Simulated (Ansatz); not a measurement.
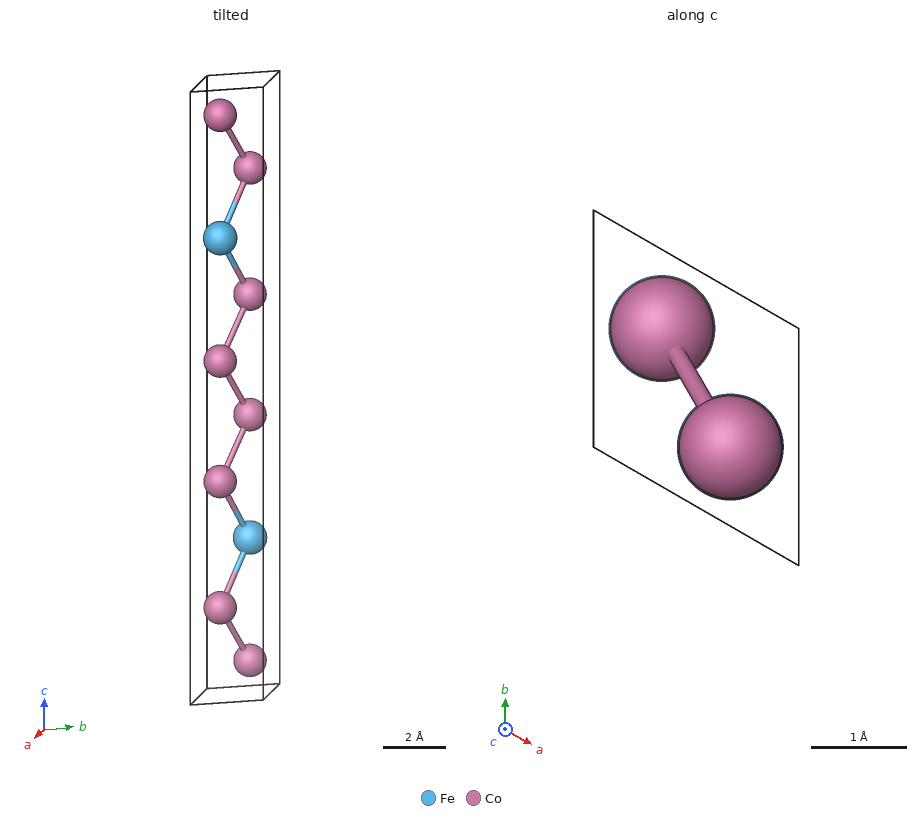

Structure drawing (ball-and-stick), viewed slightly off an axis and along the c axis. One conventional unit cell is outlined, and atoms on its boundary appear in each equivalent place. Cell: a = 2.50 Å, b = 2.50 Å, c = 20.52 Å, α = 90.00°, β = 90.00°, γ = 120.00°.

Its origin is a structure type filled with these elements by a generator (whether the compound takes this form wasn't checked). Earlier steps of the study may have refined or changed the cell and positions. It was run through Ansatz as a DFT input.

> What structure is drawn here?

The structure is one of FeCo4. Symmetry: P6_3/mmc (No. 194), primitive hexagonal lattice. The cell holds 10 atoms (2 Fe, 8 Co), Z = 2. The coordination shell of Fe holds six Fe and six Co in an anticuboctahedral arrangement (about 2.5 Å to Fe, 2.6 Å to Co). Co takes two kinds of site: 4f with twelve Co in an anticuboctahedral arrangement at about 2.5 Å; 4f with nine Co and three Fe in an anticuboctahedral arrangement (about 2.5 Å to Co, 2.6 Å to Fe). The bonds build a three-dimensional framework.

Setup: DFT PBE, scalar-relativistic, plane waves, PAW (Ansatz); E_cut = 420 eV, Brillouin-zone sampling on an 18×18×2 mesh, Gaussian smearing of 0.1 eV, collinear spins.

> Which atoms carry magnetic moments in this run, and how do they order?

The state reached is ferromagnetic. Sizes: Fe 2.5 μB and Co 1.7 μB; net moment 17.8 μB in the run's cell of 10 atoms.

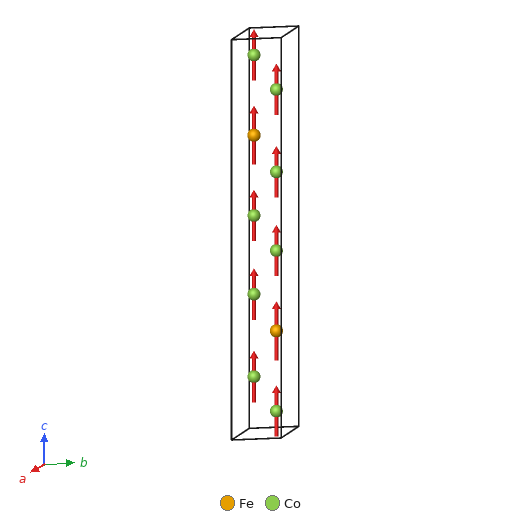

Site moments above 0.25 μB as arrows, small induced ones on non-metal atoms left out (red along the largest or up, blue against, purple across). The run's cell of 10 atoms is drawn.

> What is the band gap, if any?

A metal: bands cross the Fermi level.

> What charge does Bader's analysis assign to each element?

Fe +0.09 e; Co -0.04 to 0.00 e.

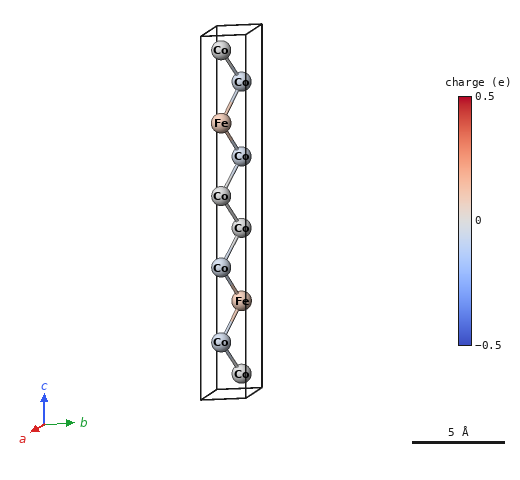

The atoms coloured by those charges. The run's cell of 10 atoms is drawn.

> Do the forces and the stress vanish for this geometry?

Yes. All forces vanish to within 0.01 eV/Å. The pressure is 0.0 GPa, close to zero.
